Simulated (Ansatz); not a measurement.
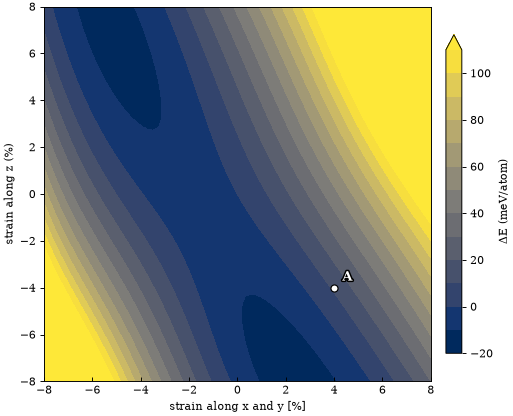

Sn (Im-3m, No. 229; 1 atom in the cell). 
- The cell is strained homogeneously, by one strain along x and y and another along z, with fractional coordinates fixed (x, y and z along the cube axes).
- The first coordinate is: strain along x and y; the second: strain along z.
- The grid has 5 × 5 points.
- Points are written as (first, second).
- All energies are given in meV/atom relative to the unstrained cell.
- The reference cell is the one listed in the database, not relaxed at this level.
- Theory: DFT PBEsol, scalar-relativistic, plane waves, PAW in Ansatz 0.2.0. Settings: cutoff 420 eV, k-mesh 18×18×18, gaussian smearing 0.15 eV, no spin polarisation.

Drawn: filled contours, one colour for all values above the top of the scale, the point A. Between grid points the surface is interpolated.

**Is A at rest? If not, where is it pushed?**

A, at (4 %, −4 %), is not a stationary point. The computed force is 11 meV/atom for each 1 % towards smaller values of strain along x and y and 7.6 meV/atom for each 1 % towards smaller values of strain along z.
